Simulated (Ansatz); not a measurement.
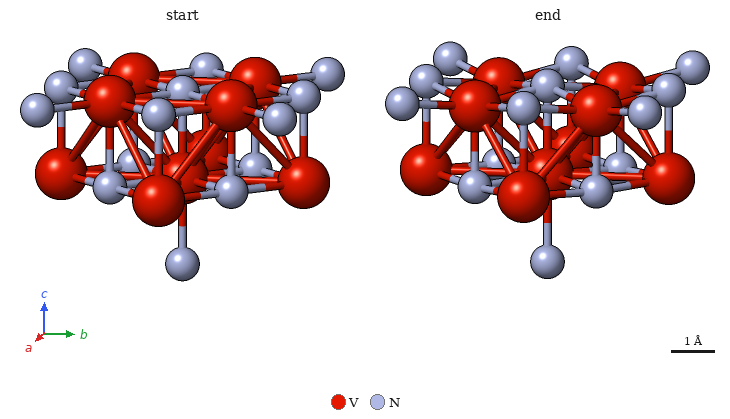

The structure of a slab of composition VN (cut from the Fm-3m phase) before (left) and after (right) a relaxation, at one scale.

A ball-and-stick model of the atoms within 4.2 Å of the atom that moves most (axes of the 3 × 3 repeat of the cell, outlined in the plane, without the vacuum), seen slightly off an axis.

Case: (1 0 0) slab, atoms relaxed. The slab is the (1 0 0) face of VN.

All numbers below come from DFT PBEsol, scalar-relativistic, plane waves, PAW (Ansatz).

The input:
```yaml
crystal:
  lattice:
    - [2.8799338846, 0.0, 0.0]
    - [0.0, 2.8799338846, 0.0]
    - [0.0, 0.0, 25.182103896]
  atoms:
    - { symbol: V, position: [0.5, 0.5, 0.2978305558] }
    - { symbol: "N", position: [0.0, 0.0, 0.2978305558] }
    - { symbol: V, position: [0.0, 0.0, 0.3786983335] }
    - { symbol: "N", position: [0.5, 0.5, 0.3786983335] }
    - { symbol: V, position: [0.5, 0.5, 0.4595661112] }
    - { symbol: "N", position: [0.0, 0.0, 0.4595661112] }
    - { symbol: V, position: [0.0, 0.0, 0.5404338888] }
    - { symbol: "N", position: [0.5, 0.5, 0.5404338888] }
    - { symbol: V, position: [0.5, 0.5, 0.6213016665] }
    - { symbol: "N", position: [0.0, 0.0, 0.6213016665] }
    - { symbol: V, position: [0.0, 0.0, 0.7021694442] }
    - { symbol: "N", position: [0.5, 0.5, 0.7021694442] }
basis:
  ecutwfc: 420
kpoints:
  mp_grid: { grid: [12, 12, 1] }
hamiltonian:
  xc: pbesol
scf:
  occupations: { method: gaussian, width: 0.1 }
output:
  forces: true
  eigenvalues: true
  write_density: true
  write_potential: true
  elf: true
  volumetric_format: npy
relax:
  adjacent_minimum: "off"
  f_tol: 0.02
  max_steps: 60
efield:
  axis: 3
  dipole_correction: true
  ramp_width: 0.04
```

Command:
```bash
ansatz run input.yaml --threads 1 --pin off --max-ram 2560MiB --backend cpu --events-out ev --progress --plain --runs-dir out
```

**Describe what moved and what it gained.**

The largest moves relative to the layer's centre, 0.15 Å, are those of N2 and N12. N12 goes along the normal (+c). Largest moves by element: N 0.15 Å, V 0.11 Å. The cell doesn't change. Near-neighbour distances that change, for instance: V9–V11 2.880 → 2.735 Å, N10–V11 2.036 → 1.913 Å, V9–N12 2.036 → 2.096 Å, N8–V9 2.036 → 2.079 Å. Bond angles that change, for instance: V11–N12–V11 180.0° → 164.9°, V9–N12–V11 90.0° → 82.5°. The energy falls by 0.748 eV per cell of the calculation in 5 geometry steps. The largest force component goes from 2.7 to 0.0059 eV/Å.
